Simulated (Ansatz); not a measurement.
Ga₅N

```yaml
crystal:
  lattice:
    - [8.27537, 0.00000, 0.00000]
    - [0.00000, 0.00000, -8.27537]
    - [0.00000, 8.27537, 0.00000]
  atoms:
    - { symbol: Ga, position: [0.86299, 0.63701, 0.13701] }
    - { symbol: Ga, position: [0.36299, 0.63701, 0.63701] }
    - { symbol: Ga, position: [0.36299, 0.13701, 0.13701] }
    - { symbol: Ga, position: [0.86299, 0.13701, 0.63701] }
    - { symbol: Ga, position: [0.63701, 0.86299, 0.13701] }
    - { symbol: Ga, position: [0.13701, 0.86299, 0.63701] }
    - { symbol: Ga, position: [0.13701, 0.36299, 0.13701] }
    - { symbol: Ga, position: [0.63701, 0.36299, 0.63701] }
    - { symbol: Ga, position: [0.63701, 0.63701, 0.36299] }
    - { symbol: Ga, position: [0.13701, 0.63701, 0.86299] }
    - { symbol: Ga, position: [0.13701, 0.13701, 0.36299] }
    - { symbol: Ga, position: [0.63701, 0.13701, 0.86299] }
    - { symbol: Ga, position: [0.86299, 0.86299, 0.36299] }
    - { symbol: Ga, position: [0.36299, 0.86299, 0.86299] }
    - { symbol: Ga, position: [0.36299, 0.36299, 0.36299] }
    - { symbol: Ga, position: [0.86299, 0.36299, 0.86299] }
    - { symbol: Ga, position: [0.50000, 0.50000, 0.00000] }
    - { symbol: Ga, position: [0.00000, 0.50000, 0.50000] }
    - { symbol: Ga, position: [0.00000, 0.00000, 0.00000] }
    - { symbol: Ga, position: [0.50000, 0.00000, 0.50000] }
    - { symbol: N, position: [0.00000, 0.50000, 0.00000] }
    - { symbol: N, position: [0.50000, 0.50000, 0.50000] }
    - { symbol: N, position: [0.50000, 0.00000, 0.00000] }
    - { symbol: N, position: [0.00000, 0.00000, 0.50000] }
```

Space group F-43m; a structure generated by program, which may or may not match a known phase.

The calculation used Ansatz 0.2.0, DFT PBE, scalar-relativistic, plane waves, PAW.

Core electrons are frozen (PAW), and the valence fields are smoothed inside the atomic spheres.

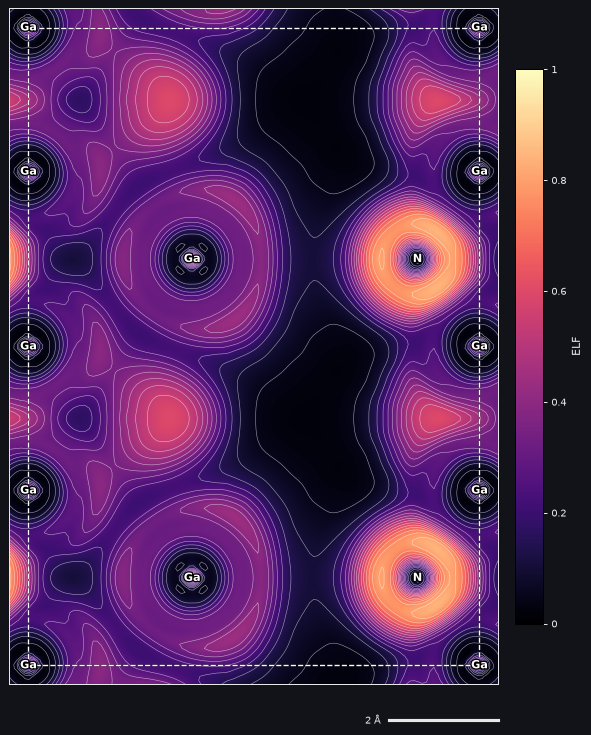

Figure 1. ELF on the (101) plane of the conventional cell.

### What does the map show?

The plane passes through Ga and N nuclei.
Ga–N (1.96 Å): the ELF peaks at about 0.85 in the valence shell of N, 0.7 Å from its nucleus, and is about 0.45 at the midpoint.

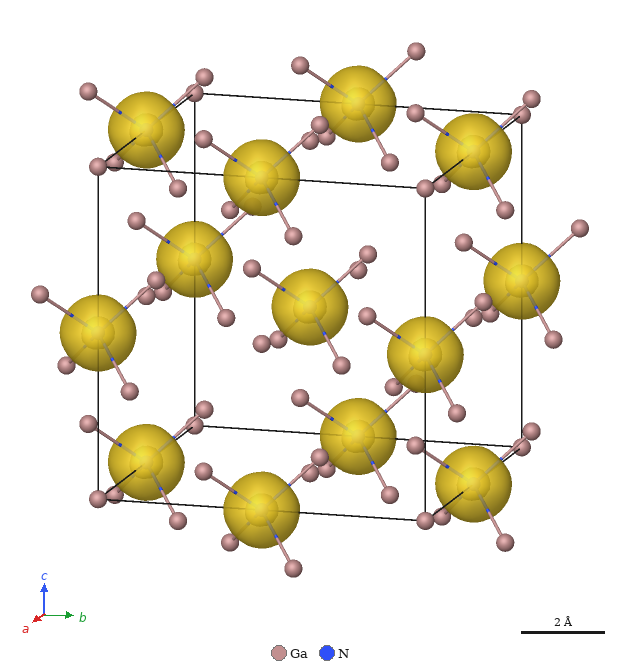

Figure 2. Isosurface of the electron localisation function at 0.65 (yellow), seen slightly off an axis. Only the valence region is drawn (cores and ρ < 0.01 e/Å³ removed). Sticks mark near contacts.

### Identify the bonds, lone pairs and shells in this picture.

The surface consists of four regions wrapped around N (the valence shell of each), counted in one cell of 24 atoms. Regions shared between cells count once.

### Does the calculation give a band gap?

It is metallic or semimetallic at this level of theory: no gap opens.
